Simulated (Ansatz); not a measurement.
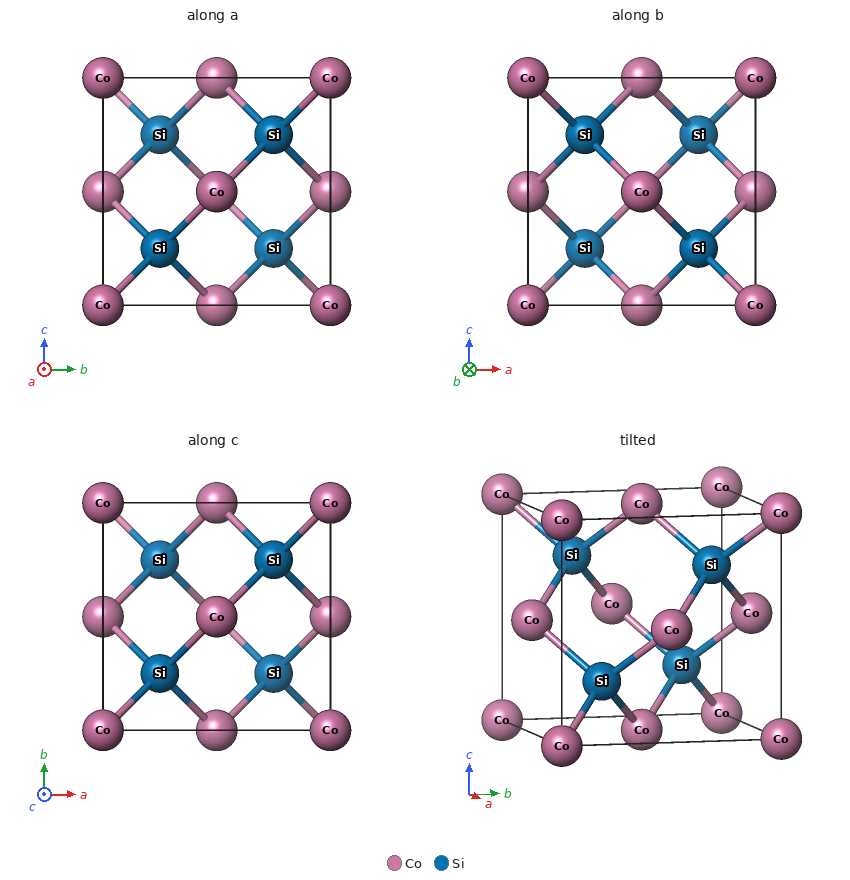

Figure: ball-and-stick view along the a axis, along the b axis, along the c axis and slightly off an axis. The outline marks the conventional unit cell.

Lattice parameters: a = 5.087 Å, b = 5.087 Å, c = 5.087 Å, α = 90.00°, β = 90.00°, γ = 90.00°.

> Record the structure as a table of Wyckoff sites.

Space group F-43m (No. 216).
```json
{"atom": "Co", "site": "4a", "x": "0.0000", "y": "0.0000", "z": "0.0000"}
{"atom": "Si", "site": "4d", "x": "0.2500", "y": "0.2500", "z": "0.7500"}
```

Origin of the cell: a structure type filled with these elements by a generator (whether the compound takes this form wasn't checked). Earlier steps of the study may have refined or changed the cell and positions. It went into a calculation with Ansatz.
